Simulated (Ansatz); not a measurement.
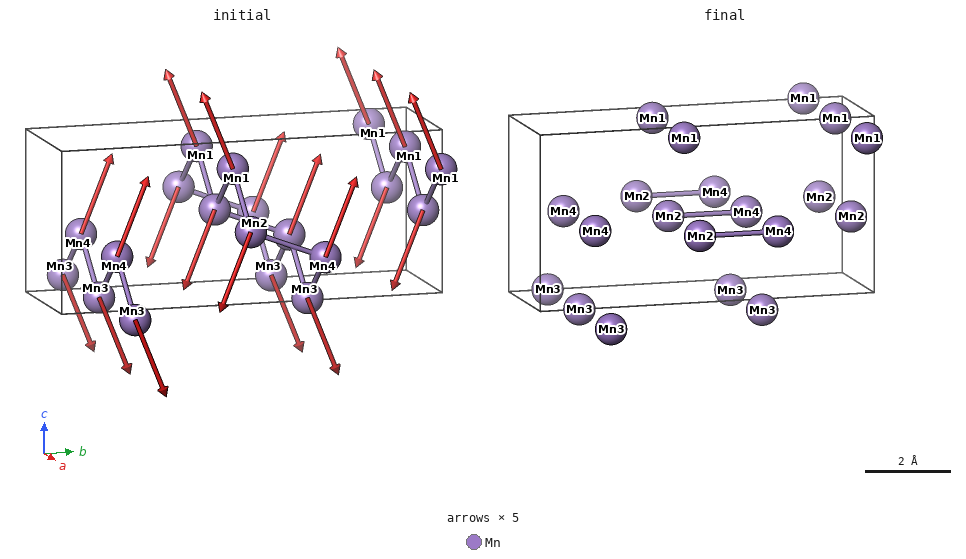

The structure of a crystal of Mn (built on the black phosphorus_64 type) (coarse preliminary run) before (left) and after (right) a relaxation, at one scale. The red arrows give the displacements (the part carried along by the change of the cell is left out), 5 times their true length.

Style: ball-and-stick. Shown: the conventional cell (2 times the calculation's cell), repeated 2 × 1 × 1 with one cell outlined, slightly off an axis. Lengths and directions refer to the drawn axes.

Case: black phosphorus type (Cmce, No. 64).

Level of theory: Ansatz, DFT PBE, scalar-relativistic, plane waves, PAW. Set-up: plane-wave cutoff 420 eV; k-point mesh 6 × 6 × 4; occupations gaussian; smearing width 0.1 eV; no spin polarisation; cell and atoms relaxed; force threshold 0.04 eV/Å; at most 70 steps.

Q: What changed between the two?

A: The largest moves relative to the cell, 0.41 Å, are those of Mn1, Mn2, Mn3 and Mn4. Mn4 goes roughly along [0 1 3]. Cell: a 2.961 → 2.600 Å (−12.2 %), b 9.392 → 8.238 Å (−12.3 %), c 3.918 → 4.245 Å (+8.3 %). Volume −16.5 %. Near-neighbour distances that change, for instance: Mn1–Mn3 3.293 → 2.551 Å, Mn1–Mn2 3.048 → 2.489 Å, Mn1–Mn2 (another image) 1.940 → 2.489 Å, Mn1–Mn1 2.961 → 2.600 Å. The space group (tolerance 0.01 Å) goes from Cmce (No. 64) to Fmmm (No. 69). After 11 accepted moves (14 points after the start) the energy has fallen by 4.310 eV per cell of the calculation. Largest force component: 4.1 eV/Å at the start, 0.013 eV/Å at the end. Pressure: 24.37 GPa at the start and 0.07 GPa at the end. The line search rejected the trial steps at points 7, 10 of the run. At 1 point the geometry stayed and the basis and grid were re-selected for the new cell (energy shift of 1.6 meV per cell of the calculation at most each time). The run took about 40 core-seconds on a shared host.

Limits of the set-up: the k-point mesh is coarse for a cell with partly filled bands.
